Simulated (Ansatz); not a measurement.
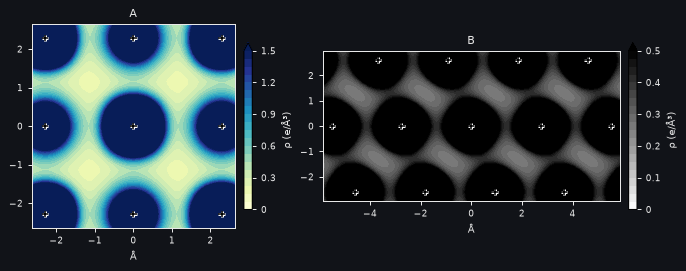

The valence electron density of 2 systems, each on a plane through atoms (crosses mark nuclei in the plane).

Level of theory: DFT PBE, scalar-relativistic, plane waves, PAW (Ansatz).

System 1: TaN, the (100) plane of the conventional cell. Space group Fm-3m; changed on purpose from its base cell (strain +0.050 along x and y, +0.050 along z, atoms carried along); computed pressure about −28 GPa in this cell.

System 2: W, the (001) plane of the calculation cell. Space group Im-3m.

```
CELL_PARAMETERS angstrom
3.18356 3.18356 -3.18356
-3.18356 -3.18356 -3.18356
-3.18356 3.18356 3.18356
ATOMIC_POSITIONS crystal
W 0.00000 0.50000 0.00000
W 0.50000 0.50000 0.00000
W 0.00000 0.50000 0.50000
W 0.50000 0.50000 0.50000
W 0.00000 0.00000 0.00000
W 0.50000 0.00000 0.00000
W 0.00000 0.00000 0.50000
W 0.50000 0.00000 0.50000
```

**Which map belongs to which system?**

Panel A is system 1, TaN: the plane holds Ta and N. Ta–N (2.29 Å): ρ at the midpoint is about 0.45 e/Å³. Panel B is system 2, W: the plane holds W. W–W (2.76 Å): ρ at the midpoint is about 0.41 e/Å³.
